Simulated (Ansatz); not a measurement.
The structure in question:

```
CELL_PARAMETERS angstrom
2.95229 0.00000 0.00000
-1.47614 2.55675 0.00000
0.00000 0.00000 5.08645
ATOMIC_POSITIONS crystal
Si 0.33333 0.66667 0.50244
Si 0.66667 0.33333 0.00244
C 0.33333 0.66667 0.87256
C 0.66667 0.33333 0.37256
```

### Say what kind of structure these coordinates give.

Chemical formula SiC. It is primitive hexagonal, space group P6_3mc (No. 186). The prototype is wurtzite. The cell comprises 2 formula units: 2 Si, 2 C. Around each Si lie four C in a tetrahedral arrangement at 1.83 to 1.88 Å. C is coordinated by four Si in a tetrahedral arrangement at 1.83 to 1.88 Å. The bonds build a three-dimensional framework.

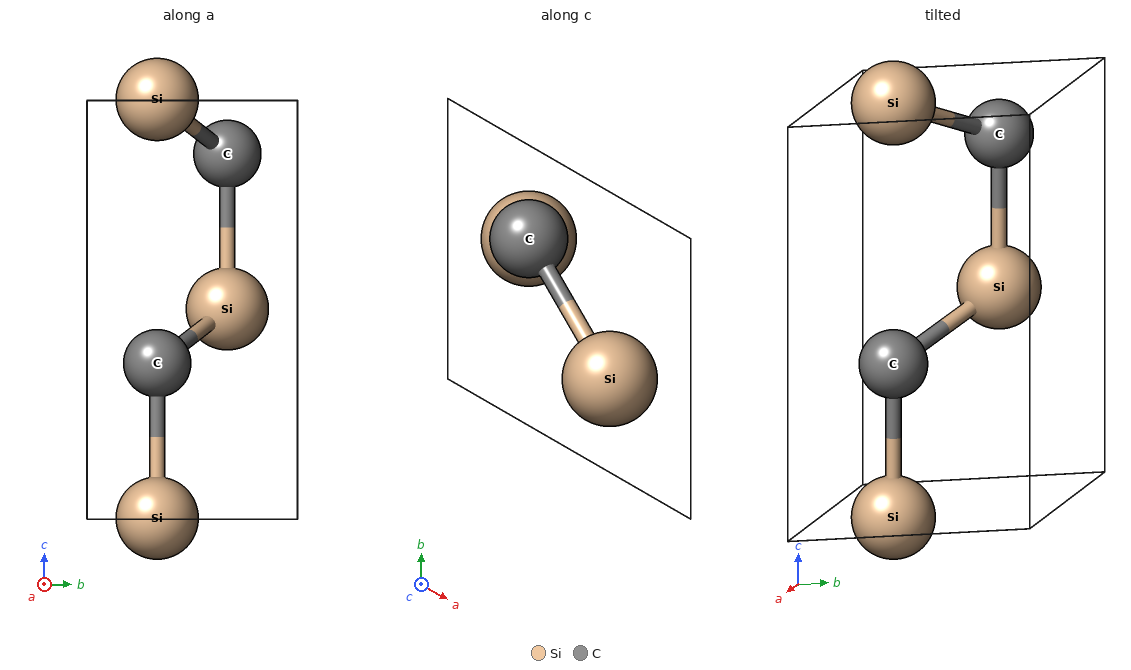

View along the a axis, along the c axis and slightly off an axis, drawn as a ball-and-stick model. One conventional unit cell is framed, with atoms on its boundary repeated. Colours: silicon light orange, carbon grey.

The structure was taken from a structure listed in the Materials Project. The cell was then strained or its atoms displaced on purpose. It was run through Ansatz as a DFT input.

At this level of theory the run's own cell isn't at rest (compressed, at 20 GPa), so its distances can differ from those at equilibrium, the more so the softer the solid.
